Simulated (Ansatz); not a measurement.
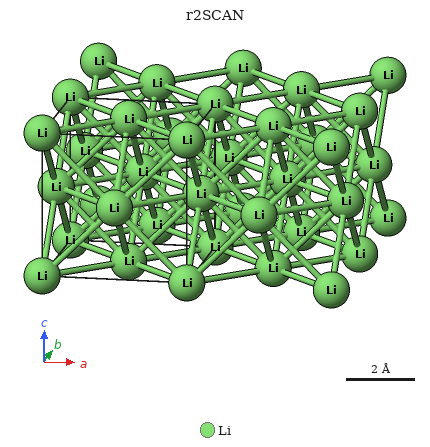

Solid Li (set up in Fm-3m), relaxed (cell and atoms) with several functionals. The picture shows the result with r2SCAN. A ball-and-stick model of the conventional cell (4 times the calculation's cell), repeated 2 × 2 × 1 with one cell outlined, seen slightly off an axis. Lengths and directions refer to the drawn axes.

Computed with Ansatz 0.2.0: Ansatz PAW. Set-up: plane-wave cutoff 420 eV; k-point mesh 10 × 10 × 10; occupations fermi-dirac; smearing width 0.05 eV; no spin polarisation; cell and atoms relaxed; force threshold 0.01 eV/Å.

```json
{"functional": "r2SCAN", "volume (Å³/atom)": "20.990", "a (Å)": "4.379"}
{"functional": "PBE", "volume (Å³/atom)": "20.185", "a (Å)": "4.322"}
{"functional": "PBEsol", "volume (Å³/atom)": "?", "a (Å)": "?"}
{"functional": "LDA", "volume (Å³/atom)": "18.942", "a (Å)": "4.232"}
```

### Fill in the missing row.

With PBEsol the volume falls between LDA (18.942) and PBE (20.185). The calculation gives 20.164 Å³/atom (a = 4.321 Å). In order of volume: LDA < PBEsol < PBE < r2SCAN; the spread is 10.8 %.

Each member starts from this one structure; whether another phase lies lower wasn't checked.
